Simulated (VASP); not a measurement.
WC: space group P-6m2 (No. 187), a = 2.900 Å, b = 2.900 Å, c = 2.828 Å, α = 90.00°, β = 90.00°, γ = 120.00°. Origin: the geometry relaxed with VASP Kohn-Sham DFT of a periodic cell, PBEsol with rVV10, VASP PAW PBE potentials, recommended (VASP). Forms under 0.4 % of the area are left out. Forms are taken in the Laue class: a face and its opposite count as one form.

Q: Which faces does the BFDH rule predict for this crystal?

A: The forms computed, by share of the surface:

```json
{"form": "{100}", "faces": "6", "d (Å)": "2.512", "share of area (%)": "64.0"}
{"form": "{001}", "faces": "2", "d (Å)": "2.828", "share of area (%)": "36.0"}
```

The crystal is roughly equant (blocky). Widths along a, b and c stand as 1.00 : 1.00 : 0.77.

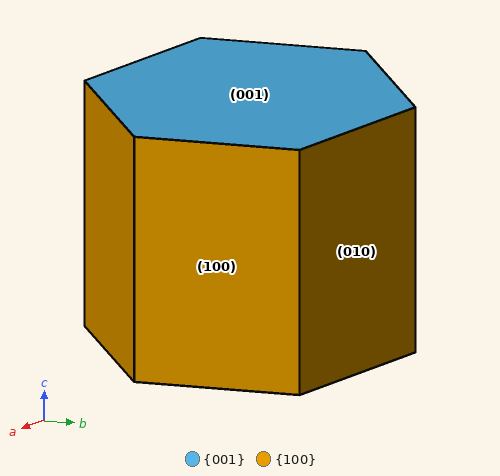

The computed shape, faces indexed. The rule is geometric and ignores bonding and growth conditions.
